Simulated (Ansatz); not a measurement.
## Run report: FeO, single-point calculation (part 3 of 3)

The same run, continued: FeO (F-43m, 2 atoms in the cell); DFT LDA+U+J, scalar-relativistic, plane waves, PAW, U = 3 eV, J = 0.7 eV on Fe atom 1 d, spin-polarised (Ansatz 0.2.0); cutoff 420 eV, 7×7×7 k-mesh, Gaussian smearing of 0.05 eV, collinear spins. The structure was built on a prototype by a generator; it need not be a known phase. It belongs to a series of runs on one base structure; here: ferromagnetic start, free, natural orbitals of the symmetric run filled by rank.

Geometry of the input (Å; fractional positions):
```
0.0000  2.3819  2.3819
2.3819  0.0000  2.3819
2.3819  2.3819  0.0000
Fe 0.0000  0.0000  0.0000
O  0.2500  0.2500  0.2500
```

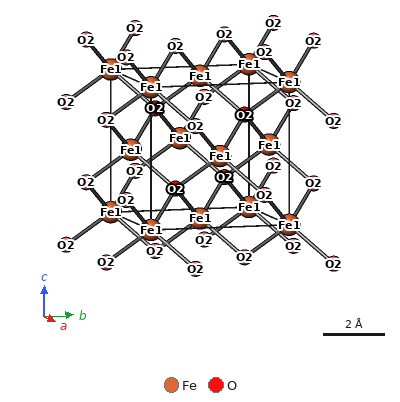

*The structure as given in the input (ball-and-stick view of the cell 4 times as large as that of the calculation, set on its symmetry axes, seen slightly off an axis; neighbours outside the cell are drawn fainter; atoms are numbered from 1 in the order of the input).*

The program's output, continued:
```
Absolute magnetization: 4.0988 μB (∫|ρ↑−ρ↓|, with the PAW one-centre terms)
Spin contamination: 0.0272 ħ² per cell (⟨S²⟩ above its minimum at these occupations)
Per-site moments (μB) at R_I (Å): [(3.4360654732541827, 0.8508931431512833), (0.2815852196538293, 0.8508931431512833)]
Free energy (F): -4972.717287 eV
Harris-Foulkes:  -4972.717287 eV  (|F-HF|=3.77e-10)
Internal energy: -4972.714257 eV  (E = F + TS)
E sigma→0 (E₀):  -4972.715772 eV
Entropy (-TS):   -0.003030 eV (-1.515 meV/atom)
Fermi energy:    9.703914 eV
--- Per-component energies (eV) ---
  E_band       = -381.875663
  E_kinetic    = 508.858716
  E_local      = -3148.602638  (includes V_loc(G=0)·N_el)
  E_nonlocal   = 282.802417
  E_hartree    = 1278.124169
  E_xc         = -183.705137
  E_vxc        = -237.084395  (∫ρ·V_xc dr)
  E_hubbard    = 1.032458  (on-site DFT+U / exact-exchange correction)
  E_vhub       = -5.148347  (the Hubbard potential's part of the band-sum identity)
  E_paw        = -1455.623019  (= ΣΔE_a)
  E_vpaw       = -338.951483  (= ΣTr[D̂ρ^β])
  E_aug_tail   = 0.003022  (compensation charges beyond the density's cutoff)
  E_ewald      = -2256.102702
  E_core_change = 0.498457  (= ΣΔE_core)
  E_smearing   = -0.003030  (= −TS)
  E_closure    = -0.000000  (closes the sum)
  Σ components = -4972.717287   (vs F -4972.717287, Δ=0.00e0)
--- DFT+U+J on-site energies (Liechtenstein; fll double counting; per corrected site; eV) ---
  site 0 (l=d): U=3.0000  J=0.7000  Tr N=6.2724  E_int=43.573247  E_dc=42.540789  E_U=1.032458
--- Specified on-site occupations, and those of the state reported ---
  electrons in the specified blocks: 5.9000 specified, 6.2724 found
  site 0 (l=d) ↓: largest change of an orbital's occupation 0.6181; electrons 1.0500 specified, 1.2940 found; spectral distance 0.7887
  site 0 (l=d) ↑: largest change of an orbital's occupation 0.0290; electrons 4.8500 specified, 4.9784 found; spectral distance 0.0577
--- Forces (eV/Å), atoms counted from 1 ---
  atom   1  Fe     0.00000000     0.00000000     0.00000000
  atom   2  O      0.00000000    -0.00000000     0.00000000
  max |Σ_I F_I| component: 5.20e-17 eV/Å
--- Stress (GPa, compression-positive) ---
      -19.785577      -0.000000      -0.000000
        0.000000     -19.785577       0.000000
        0.000000       0.000000     -19.785227
  P = ⅓ Tr σ = -19.7855 GPa (-197.855 kbar)
--- Band table (eV; the first three rows and the last of 80) ---
  k-point 0 ↑: bands = ["-80.0713", "-46.4705", "-46.4705", "-46.4705", "-9.9367", "2.5621", "2.5621", "2.5622", "4.3871", "4.3871", "8.2900", "8.2900", "8.2901", "8.3417", "21.2877", "21.2877", "21.2877"]
  k-point 1 ↑: bands = ["-80.0710", "-46.4735", "-46.4710", "-46.4710", "-9.8531", "2.4387", "2.6332", "2.6332", "4.3782", "4.3782", "7.4250", "8.1587", "8.1587", "9.4570", "19.6649", "21.3983", "21.3983"]
  k-point 2 ↑: bands = ["-80.0706", "-46.4804", "-46.4721", "-46.4720", "-9.6647", "2.3548", "2.7646", "2.7646", "4.4287", "4.4287", "6.2999", "7.8271", "7.8272", "11.1326", "17.2131", "21.2743", "21.2743"]
  k-point 39 ↓: bands = ["-75.9931", "-42.5301", "-42.5199", "-42.5178", "-8.7609", "3.4903", "4.8072", "5.0086", "8.4908", "9.8847", "10.0626", "10.6069", "10.6448", "14.8507", "18.0365", "18.8397", "21.9035"]
Occupation matrices written to [file]
--- Löwdin populations: 2 sites ---
  site symbol       q [e]    m [muB]
     0     Fe     14.8362     3.6726
     1      O      6.9782     0.4133
  spilling = 0.008438 (of n_electrons = 22.000000)
--- Occupation matrices: 1 shell (run DFT+U table (all-electron-ortho-atomic); ε = 7.01e-3) ---
  Fe0 d_3D: site group Td (-43m)
  Fe0 d_3D up     Tr n = 4.9784  λ = 0.993 0.993 0.993 0.999 0.999  [5× z2 0.20 (T2 0.60) T2(0.60)]
  Fe0 d_3D dn     Tr n = 1.2940  λ = 0.119 0.119 0.352 0.352 0.352  [2× z2 0.50 (E 1.00) E(1.00) | 3× xz 0.33 (T2 1.00) T2(1.00)]
  specified occupation → Fe0 d_3D up: matrix, ‖Δ‖_F = 0.0577, Tr Δ = -0.1284, displaced = 0.0642, d_λ = 0.0577; orbital distance = 0.0000
  specified occupation → Fe0 d_3D dn: matrix, ‖Δ‖_F = 0.7887, Tr Δ = -0.2440, displaced = 0.7401, d_λ = 0.7887; orbital distance = 0.8165
  Tr n, λ and their labels are of the run-group-symmetrised matrices; stabiliser: 24 of 48 elements of G0×{1,Θ} (closed), max defect 4.8e-5 at τ = 1.5e-3
```

Key numbers:

| quantity | value |
| --- | --- |
| outcome | converged |
| space group (tolerance 0.01 Å) | F-43m (216) |
| electrons treated | 22 |
| free energy | −4972.7173 eV |
| Fermi energy | 9.704 eV |
| gap on the k-point mesh | none (metallic) |
| net moment of the cell | 4.07 μB |
| integrated absolute moment | 4.10 μB |
| pressure | −19.79 GPa |
| largest force (length of the vector) | under 0.001 eV/Å |
| hardware | 2 threads of Arm Neoverse V2, 24 GiB of memory available, shared host |
| wall time | 22 s (CPU time 41 s) |
| peak memory | 0.36 GiB |

Warnings of the run: the typed occupations were not kept; the occupation matrices lower the symmetry. The cell is under a tension of 19.8 GPa at this level, so it is not at its equilibrium volume.
